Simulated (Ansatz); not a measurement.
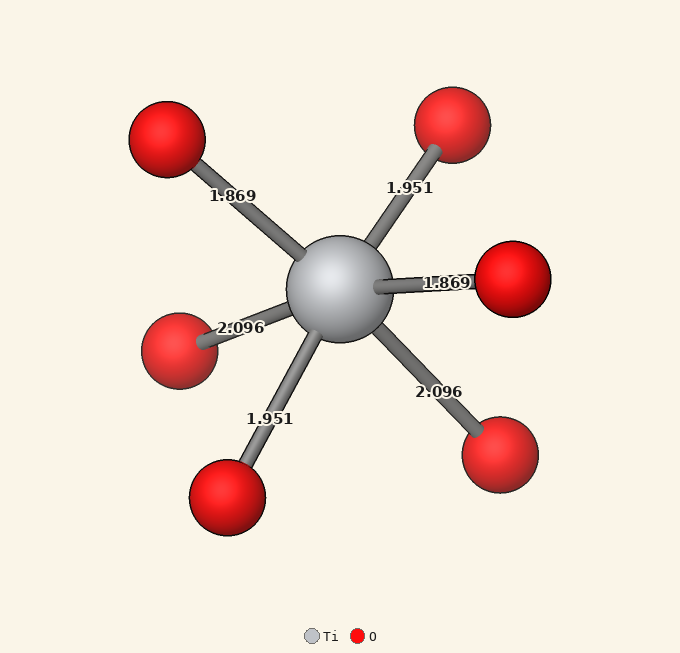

The surroundings of site Ti1 (at 0.500, 0.676, 0.750) in TiO2 in space group Pbcn, with bond lengths in Å.

Origin of the cell: coordinates from a relaxation with DFT r2SCAN, scalar-relativistic, plane waves, PAW in Ansatz 0.2.0.

```yaml
crystal:
  lattice:
    - [4.54493, 0.00000, 0.00000]
    - [0.00000, 5.51370, 0.00000]
    - [0.00000, 0.00000, 4.89415]
  atoms:
    - { symbol: Ti, position: [0.50000, 0.67570, 0.75000] }
    - { symbol: Ti, position: [0.00000, 0.82430, 0.25000] }
    - { symbol: Ti, position: [0.50000, 0.32430, 0.25000] }
    - { symbol: Ti, position: [0.00000, 0.17570, 0.75000] }
    - { symbol: O, position: [0.72890, 0.61823, 0.08086] }
    - { symbol: O, position: [0.22890, 0.88177, 0.91914] }
    - { symbol: O, position: [0.77110, 0.88177, 0.58086] }
    - { symbol: O, position: [0.27110, 0.61823, 0.41914] }
    - { symbol: O, position: [0.72890, 0.38177, 0.58086] }
    - { symbol: O, position: [0.22890, 0.11823, 0.41914] }
    - { symbol: O, position: [0.77110, 0.11823, 0.08086] }
    - { symbol: O, position: [0.27110, 0.38177, 0.91914] }
```

Bond valence s = exp((R0 − d)/b), R0 fitted to published crystal structures with b = 0.37 Å, summed over all anions within 5 Å; R0 in Å: Ti3+–O 1.778; Ti4+–O 1.801.

### Which oxidation state of Ti do these bonds support?

With the Ti3+ parameters the computed sum is 2 × 0.782 + 2 × 0.627 + 2 × 0.423 = 3.66. With the Ti4+ parameters the computed sum is 2 × 0.832 + 2 × 0.667 + 2 × 0.451 = 3.90. The sum matches its own assumption best for Ti4+, which also balances the formula's charge.

### And over the whole structure?

```json
{"site": "Ti1", "x, y, z": "0.500, 0.676, 0.750", "formal valence": "+4", "bond-valence sum": "4.03", "difference": "0.03"}
{"site": "O1", "x, y, z": "0.729, 0.618, 0.081", "formal valence": "−2", "bond-valence sum": "2.01", "difference": "0.01"}
```

These sums include all anions within 5 Å. The global instability index (root mean square of the differences over all atoms) is 0.02 v.u.: little strain.
